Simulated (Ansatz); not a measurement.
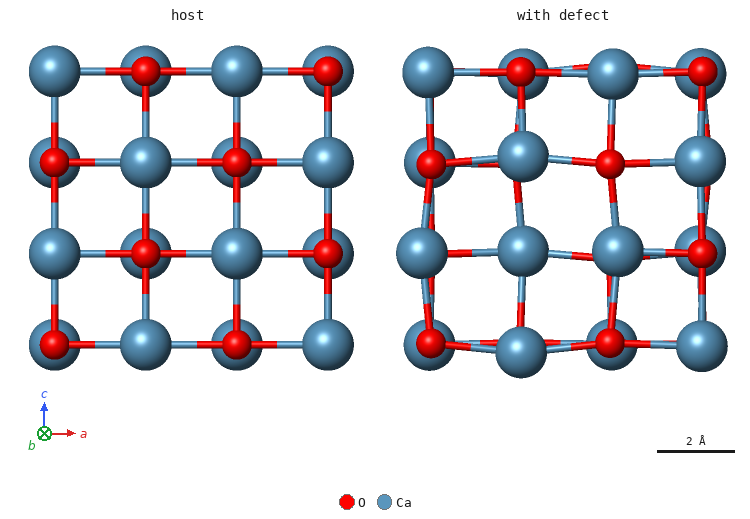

Left: perfect CaO. Right: the same region with a pair of point defects, after relaxing the atoms in a supercell of 64 sites. A ball-and-stick model of the atoms within 6.0 Å of one point, in a slice 5.0 Å thick across the line of sight, seen along the b axis.

All numbers below come from DFT, PBEsol, PAW, plane waves in Ansatz 0.2.0. (plane-wave cutoff 420 eV; k-point mesh 1 × 1 × 1; mesh shifted by (0.25, 0.25, 0.25); no spin polarisation) Fermi-Dirac smearing of 0.01 eV. The axes drawn are those of the host's conventional cell.

### What kind of defect was made?

A calcium atom is taken out (a vacancy) and an oxygen atom is taken out (a vacancy), the two sites 4.1 Å apart.

The charge state of the cell is 0.

### What does the relaxation do around it?

Around the empty Ca site the host had 6 O at 2.38 Å; after relaxation the nearest atoms are 6 O at 2.52 to 2.55 Å. Around the empty O site the host had 6 Ca at 2.38 Å; after relaxation the nearest atoms are 6 Ca at 2.54 to 2.58 Å. Of the host's atoms, a calcium atom moves furthest from its site, by 0.20 Å.
